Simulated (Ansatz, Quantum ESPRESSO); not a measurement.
# 2H-MoS2, 2 layers, AA' stacking against a metal electrode: the electrode's level over the Fermi level at a withheld member of a series

Method. Quantum ESPRESSO 7.5, PBE, GBRV ultrasoft. The slab is relaxed neutral under PBE-D3(BJ), then held. ESM with bc3: vacuum below and a metal electrode about 6 Å above the top atoms. Fermi-Dirac smearing of 0.004 Ry and a dense mesh. Charges are set per cell from the starting area. The series steps the charge of the slab (positive: electrons removed).

| charge of the slab | electrode's level over the Fermi level (eV) |
| --- | --- |
| 1 ×10¹³ e/cm² | 6.437 |
| 2 ×10¹³ e/cm² | 7.485 |
| 3 ×10¹³ e/cm² | 8.514 |
| 4.5 ×10¹³ e/cm² | 10.043 |
| 6 ×10¹³ e/cm² | 11.563 |
| 7 ×10¹³ e/cm² | 12.572 |

One more run was made and is withheld. What is the electrode's level over the Fermi level at 8 ×10¹³ e/cm²?

**Worked estimate.** The rows at 6 ×10¹³ e/cm² and 7 ×10¹³ e/cm² give a slope of (12.572 − (11.563))/(7 − (6)) = 1.009, so a straight line gives 13.581 eV. A parabola through these and the row at 4.5 ×10¹³ e/cm² gives 13.578 eV.

What the calculation gave: 13.581 eV. The line misses by 0.000 and the parabola by −0.003 eV. Both misses are under 5 % of the step from the nearer row.

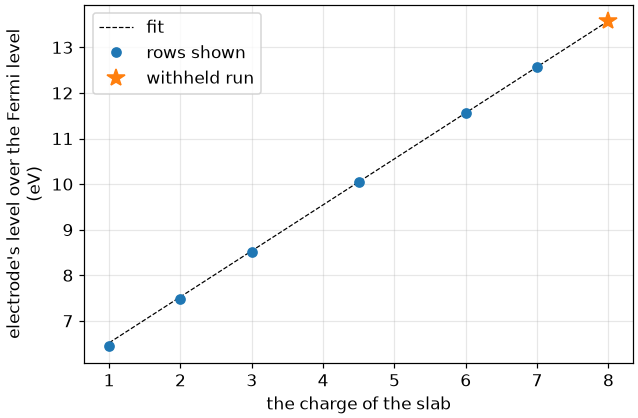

The rows shown, the fit and the withheld run.

Caveats: Vacuum fills the gap; ions don't answer the charge; added electrons can spill towards the electrode at the most negative charges. Charges count on the starting cell, which the relaxation changed by some per cent. Members without a usable value, or on the other side of zero field or charge, are not listed.
